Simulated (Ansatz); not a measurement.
## Geometry relaxation, with input and output: Fe7Co (part 3 of 3)

The same run, continued: Fe7Co (8 atoms in the cell); DFT r2SCAN, scalar-relativistic, plane waves, PAW, spin-polarised (Ansatz 0.2.0); cutoff 500 eV, 10×10×10 k-mesh, Gaussian smearing of 0.1 eV, collinear spins. The structure derives from a Materials Project entry.

Geometry of the input (Å; fractional positions):
```
-2.8431  2.8431  2.8431
2.8431  -2.8431  2.8431
2.8431  2.8431  -2.8431
Fe 0.0000  0.5000  0.5000
Fe 0.5000  0.5000  0.0000
Fe 0.5000  0.0000  0.5000
Fe -0.0000  -0.0000  0.5000
Fe 0.0000  0.5000  -0.0000
Fe 0.5000  0.0000  0.0000
Fe 0.5000  0.5000  0.5000
Co 0.0000  0.0000  0.0000
```

Output, continued:
```
  k-point 0 ↑: bands = ["-82.2201", "-74.2185", "-74.1973", "-74.1973", "-74.1973", "-73.9698", "-73.9698", "-73.9648", "-44.0185", "-44.0185", "-44.0185", "-39.0197", "-39.0197", "-39.0197", "-38.9954", "-38.9954", "-38.9954", "-38.9424", "-38.9156", "-38.9156", "-38.9156", "-38.8121", "-38.8121", "-38.6243", "-38.6243", "-38.6243", "-38.5706", "-38.5706", "-38.5706", "-38.5703", "-38.5703", "-38.5703", "9.2647", "12.4488", "12.4992", "12.4992", "12.5513", "12.5513", "12.5513", "12.5723", "12.5723", "13.8691", "13.8691", "13.8691", "13.9171", "13.9171", "13.9171", "14.9038", "14.9038", "14.9038", "15.7738", "15.7738", "16.1239", "16.1239", "16.1239", "16.1742", "16.1742", "16.1804", "16.2025", "16.2025", "16.2025", "16.3109", "16.3109", "16.4054", "17.1600", "17.1600", "17.1600", "17.4592", "17.4592", "17.4592", "17.5761", "17.5761", "17.5761", "18.3863", "18.3863", "18.3863", "18.4971", "18.4971", "18.4971", "24.6565", "24.9203", "24.9203", "24.9203", "24.9699", "24.9699", "27.9108", "27.9108", "27.9108", "33.5803", "33.5803", "36.4932", "36.4932"]
  k-point 1 ↑: bands = ["-82.2201", "-74.2178", "-74.1975", "-74.1973", "-74.1973", "-73.9699", "-73.9698", "-73.9652", "-44.0185", "-44.0184", "-44.0182", "-39.0189", "-39.0169", "-39.0169", "-38.9919", "-38.9902", "-38.9888", "-38.9436", "-38.9174", "-38.9127", "-38.9108", "-38.8136", "-38.8128", "-38.6271", "-38.6255", "-38.6254", "-38.5779", "-38.5750", "-38.5744", "-38.5733", "-38.5723", "-38.5704", "9.3704", "12.4897", "12.5357", "12.5478", "12.5870", "12.6021", "12.6030", "12.6181", "12.6204", "13.8855", "13.8892", "13.8994", "13.9343", "13.9378", "13.9663", "14.8777", "14.9033", "14.9574", "15.7090", "15.7443", "15.9991", "16.0861", "16.0881", "16.0883", "16.1290", "16.1414", "16.1416", "16.1653", "16.1670", "16.2320", "16.2773", "16.3143", "17.0207", "17.0217", "17.1087", "17.2333", "17.2421", "17.2691", "17.2908", "17.4479", "17.5136", "17.9756", "18.7070", "18.7156", "18.7308", "18.7778", "18.8450", "24.8171", "25.0301", "25.1054", "25.1137", "25.1565", "25.5620", "27.4982", "27.6710", "28.1020", "33.7620", "34.0852", "36.0121", "36.0528"]
  k-point 2 ↑: bands = ["-82.2201", "-74.2156", "-74.1983", "-74.1973", "-74.1973", "-73.9703", "-73.9698", "-73.9663", "-44.0184", "-44.0180", "-44.0176", "-39.0178", "-39.0099", "-39.0093", "-38.9815", "-38.9755", "-38.9693", "-38.9472", "-38.9224", "-38.9039", "-38.8971", "-38.8185", "-38.8156", "-38.6356", "-38.6301", "-38.6277", "-38.5988", "-38.5860", "-38.5846", "-38.5817", "-38.5763", "-38.5706", "9.6821", "12.5218", "12.6656", "12.6905", "12.7096", "12.7516", "12.7550", "12.7606", "12.7636", "13.9286", "13.9432", "13.9527", "13.9783", "13.9982", "14.1427", "14.8024", "14.8954", "15.1146", "15.3040", "15.6218", "15.7207", "15.7653", "15.7884", "15.9569", "15.9861", "16.0430", "16.0881", "16.0928", "16.1180", "16.1398", "16.1888", "16.2583", "16.7028", "16.7103", "16.8064", "16.8723", "16.9023", "16.9496", "17.0003", "17.2207", "17.2273", "17.4919", "19.1283", "19.1740", "19.2006", "19.2230", "19.6343", "24.9509", "25.5419", "25.6608", "25.6895", "25.7150", "26.5323", "27.1095", "27.1284", "28.6483", "34.1433", "34.5420", "34.6542", "34.7012"]
  k-point 46 ↓: bands = ["-79.0027", "-69.8501", "-69.8501", "-69.8501", "-69.8380", "-69.7503", "-69.7503", "-69.7412", "-40.8545", "-40.8545", "-40.8545", "-34.6326", "-34.6273", "-34.6273", "-34.6120", "-34.6120", "-34.6120", "-34.5438", "-34.5438", "-34.5438", "-34.5400", "-34.5400", "-34.5400", "-34.5245", "-34.5245", "-34.5245", "-34.4956", "-34.4956", "-34.4956", "-34.4436", "-34.4436", "-34.4436", "12.9947", "13.2172", "13.2172", "13.2172", "13.2538", "13.2538", "15.9849", "15.9849", "15.9849", "16.2331", "16.2331", "16.2331", "17.5082", "17.5082", "17.7947", "17.7947", "17.7947", "17.8138", "17.8138", "17.8138", "17.8442", "18.5225", "18.5225", "18.5225", "18.5521", "18.5521", "18.5521", "18.5857", "18.5857", "18.5857", "19.4603", "19.4603", "19.4603", "19.5971", "19.5971", "19.6886", "20.5456", "20.5456", "20.9457", "20.9457", "21.3135", "21.3135", "21.4157", "21.4157", "21.4157", "21.4397", "27.5499", "27.5499", "27.5499", "27.6512", "27.6512", "27.6512", "29.8170", "30.2537", "35.8423", "35.8423", "35.8423", "35.9751", "35.9751", "35.9751"]
--- Relaxed structure (3 steps of the walk, 3 accepted, 1 SCFs on fresh bases) ---
  F+E_penalty+E_count = -36533.29842986 eV   max|allowed force component| = 4.662e-29 eV/Å   (the final SCF, on the basis selected at the relaxed cell)
  cell:  # Å, volume = 92.6518 Å³
    - [-2.850567476050582, 2.850567476050582, 2.850567476050582]
    - [2.850567476050582, -2.850567476050582, 2.850567476050582]
    - [2.850567476050582, 2.850567476050582, -2.850567476050582]
  atoms:
    - { symbol: Fe, position: [-4.230840325613017e-36, 0.5, 0.5] }
    - { symbol: Fe, position: [0.5, 0.5, -1.0895588757488765e-35] }
    - { symbol: Fe, position: [0.5, -2.0313534973795623e-35, 0.5] }
    - { symbol: Fe, position: [0.0, 0.0, 0.5] }
    - { symbol: Fe, position: [0.0, 0.5, 0.0] }
    - { symbol: Fe, position: [0.5, 0.0, 0.0] }
    - { symbol: Fe, position: [0.5, 0.5, 0.5] }
    - { symbol: Co, position: [6.8082488707141785e-37, -1.083255792029411e-36, -4.685839304618559e-37] }
--- Löwdin populations: 8 sites ---
  site symbol       q [e]    m [muB]
     0     Fe     15.7620     2.7437
     1     Fe     15.7620     2.7437
     2     Fe     15.7620     2.7437
     3     Fe     15.7272     2.8239
     4     Fe     15.7272     2.8239
     5     Fe     15.7272     2.8239
     6     Fe     15.7272     2.8239
     7     Co     16.7143     1.8693
  spilling = 0.016207 (of n_electrons = 129.000000)
```

File populations.tsv:
```
# site	symbol	l	j	q_up	q_dn
# orbitals = lowdin
# n_electrons = 129.000000
# spilling = 0.016207
0	Fe	0_3S	-	0.992906	0.993327
0	Fe	0_4S	-	0.432737	0.513564
0	Fe	1_3P	-	2.998413	2.997970
0	Fe	2_3D	-	4.828811	2.004297
1	Fe	0_3S	-	0.992906	0.993327
1	Fe	0_4S	-	0.432737	0.513564
1	Fe	1_3P	-	2.998413	2.997970
1	Fe	2_3D	-	4.828811	2.004297
2	Fe	0_3S	-	0.992906	0.993327
2	Fe	0_4S	-	0.432737	0.513564
2	Fe	1_3P	-	2.998413	2.997970
2	Fe	2_3D	-	4.828811	2.004297
3	Fe	0_3S	-	0.992993	0.993518
3	Fe	0_4S	-	0.435798	0.514534
3	Fe	1_3P	-	2.998450	2.998165
3	Fe	2_3D	-	4.848313	1.945475
4	Fe	0_3S	-	0.992993	0.993518
4	Fe	0_4S	-	0.435798	0.514534
4	Fe	1_3P	-	2.998450	2.998165
4	Fe	2_3D	-	4.848313	1.945475
5	Fe	0_3S	-	0.992993	0.993518
5	Fe	0_4S	-	0.435798	0.514534
5	Fe	1_3P	-	2.998450	2.998165
5	Fe	2_3D	-	4.848313	1.945475
6	Fe	0_3S	-	0.992993	0.993518
6	Fe	0_4S	-	0.435798	0.514534
6	Fe	1_3P	-	2.998450	2.998165
6	Fe	2_3D	-	4.848313	1.945475
7	Co	0_3S	-	0.993498	0.993712
7	Co	0_4S	-	0.431386	0.526136
7	Co	1_3P	-	2.998752	2.998369
7	Co	2_3D	-	4.868168	2.904258
```

Trajectory as extended XYZ (Å, eV, eV/Å), 4 frames, from step=1 to step=4:
```
8
Lattice="-2.8431 2.8431 2.8431 2.8431 -2.8431 2.8431 2.8431 2.8431 -2.8431" Properties=species:S:1:pos:R:3:forces:R:3 step=1 energy=-36533.29469 pressure_GPa=1.65
Fe    2.8431    0.0000    0.0000    0.0000   0.0000   0.0000
Fe    0.0000    0.0000    2.8431    0.0000   0.0000   0.0000
Fe    0.0000    2.8431    0.0000    0.0000   0.0000   0.0000
Fe    1.4215    1.4215   -1.4215    0.0000   0.0000   0.0000
Fe    1.4215   -1.4215    1.4215    0.0000   0.0000   0.0000
Fe   -1.4215    1.4215    1.4215    0.0000   0.0000   0.0000
Fe    1.4215    1.4215    1.4215    0.0000   0.0000   0.0000
Co    0.0000    0.0000    0.0000    0.0000   0.0000   0.0000
8
Lattice="-2.8481 2.8481 2.8481 2.8481 -2.8481 2.8481 2.8481 2.8481 -2.8481" Properties=species:S:1:pos:R:3:forces:R:3 step=2 energy=-36533.29740 pressure_GPa=0.54
Fe    2.8481    0.0000    0.0000    0.0000   0.0000   0.0000
Fe    0.0000    0.0000    2.8481    0.0000   0.0000   0.0000
Fe    0.0000    2.8481    0.0000    0.0000   0.0000   0.0000
Fe    1.4241    1.4241   -1.4241    0.0000   0.0000   0.0000
Fe    1.4241   -1.4241    1.4241    0.0000   0.0000   0.0000
Fe   -1.4241    1.4241    1.4241    0.0000   0.0000   0.0000
Fe    1.4241    1.4241    1.4241    0.0000   0.0000   0.0000
Co    0.0000    0.0000    0.0000    0.0000   0.0000   0.0000
8
Lattice="-2.8506 2.8506 2.8506 2.8506 -2.8506 2.8506 2.8506 2.8506 -2.8506" Properties=species:S:1:pos:R:3:forces:R:3 step=3 energy=-36533.29750 pressure_GPa=0.00
Fe    2.8506    0.0000    0.0000    0.0000   0.0000   0.0000
Fe    0.0000    0.0000    2.8506    0.0000   0.0000   0.0000
Fe    0.0000    2.8506    0.0000    0.0000   0.0000   0.0000
Fe    1.4253    1.4253   -1.4253    0.0000   0.0000   0.0000
Fe    1.4253   -1.4253    1.4253    0.0000   0.0000   0.0000
Fe   -1.4253    1.4253    1.4253    0.0000   0.0000   0.0000
Fe    1.4253    1.4253    1.4253    0.0000   0.0000   0.0000
Co    0.0000    0.0000    0.0000    0.0000   0.0000   0.0000
8
Lattice="-2.8506 2.8506 2.8506 2.8506 -2.8506 2.8506 2.8506 2.8506 -2.8506" Properties=species:S:1:pos:R:3:forces:R:3 step=4 energy=-36533.29843 pressure_GPa=0.01
Fe    2.8506    0.0000    0.0000    0.0000   0.0000   0.0000
Fe    0.0000    0.0000    2.8506    0.0000   0.0000   0.0000
Fe    0.0000    2.8506    0.0000    0.0000   0.0000   0.0000
Fe    1.4253    1.4253   -1.4253    0.0000   0.0000   0.0000
Fe    1.4253   -1.4253    1.4253    0.0000   0.0000   0.0000
Fe   -1.4253    1.4253    1.4253    0.0000   0.0000   0.0000
Fe    1.4253    1.4253    1.4253    0.0000   0.0000   0.0000
Co    0.0000    0.0000    0.0000    0.0000   0.0000   0.0000
```

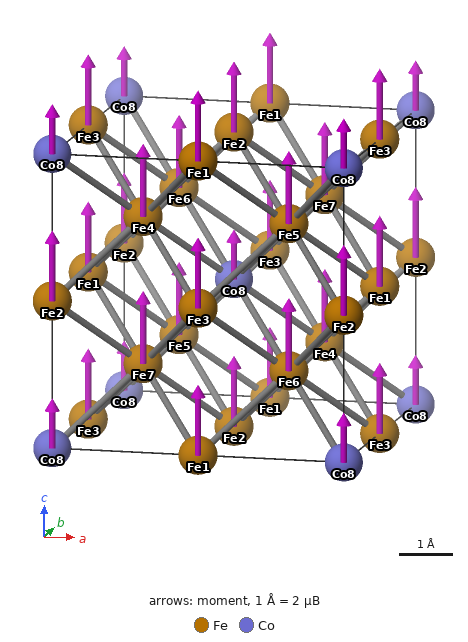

Magnetic moments of the sites as pink arrows (ball-and-stick view of the cell 2 times as large as that of the calculation, set on its symmetry axes, seen slightly off an axis; atoms are numbered from 1 in the order of the input); small moments hardly show. The run is collinear, so the axis drawn is arbitrary. Site moments: Fe4, Fe5, Fe6, Fe7 (2.82 μB); Fe1, Fe2, Fe3 (2.73 μB); Co8 (1.93 μB). They are counted near the atoms and needn't add up to the moment of the cell.

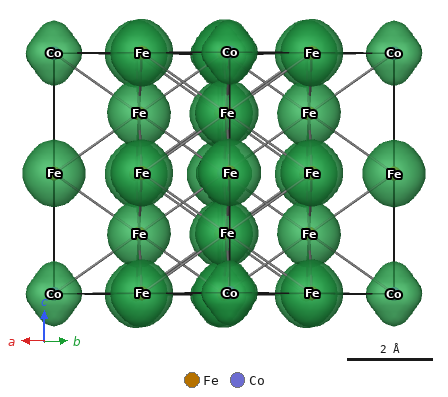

Isosurfaces of the spin density at +0.3 (green) and −0.3 e/Å³ (red), seen at an oblique angle. Sticks mark near contacts. The outline is the cell set on symmetry axes. The cell of the calculation (8 atoms) carries 20.2 μB net. Only one sign reaches the isovalue. In a PAW calculation such maps are meaningful between the atoms, not at the nuclei.

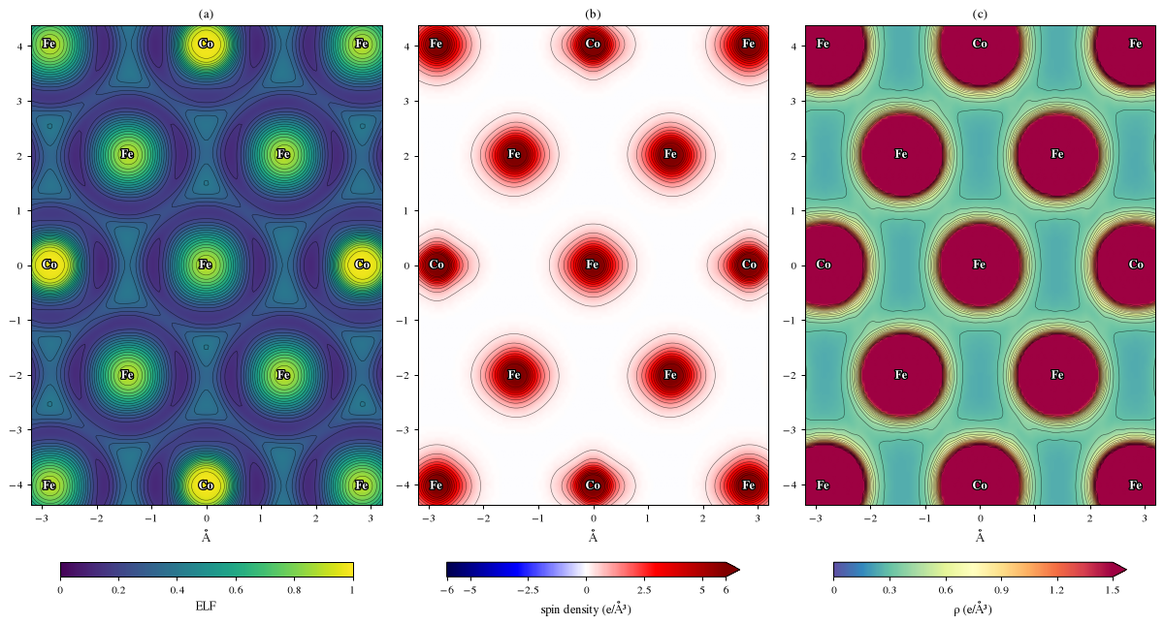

(a) electron localisation function; (b) magnetisation density (up minus down); (c) valence charge density (pseudo) on the (101) plane of the conventional cell. Fe–Fe (2.47 Å): ρ is about 0.34 e/Å³ halfway; the ELF is about 0.25 at the midpoint (no localised pair between them). Fe–Co (2.47 Å): the density is about 0.33 e/Å³ at the midpoint; the ELF is about 0.25 at the midpoint (no shared electron pair). Away from the nuclei the density in this plane falls to 0.24 e/Å³ at its lowest. The strong features right at Fe and Co lie inside the PAW spheres (semicore, d or f shells) and say nothing about bonding. The cell of the calculation (8 atoms) carries 20.2 μB net.

Summary:

| quantity | value |
| --- | --- |
| outcome | converged |
| space group (tolerance 0.01 Å) | Im-3m (229) |
| electrons treated | 129 |
| free energy | −36533.2984 eV |
| Fermi energy | 17.969 eV |
| gap on the k-point mesh | none (metallic) |
| net moment of the cell | 20.20 μB |
| integrated absolute moment | 22.80 μB |
| pressure | 0.01 GPa |
| final volume | 92.65 Å³ |
| largest force (length of the vector) at the end | under 0.001 eV/Å |
| final cell | a = 4.937 Å, b = 4.937 Å, c = 4.937 Å, α = 109.47°, β = 109.47°, γ = 109.47° |
| hardware | 2 threads of AMD EPYC (Zen 3), 192 GiB of memory available, shared host |
| wall time | 7 min (CPU time 14 min) |
| peak memory | 1.6 GiB |

Remarks:

The electronic state found may not be the lowest one.
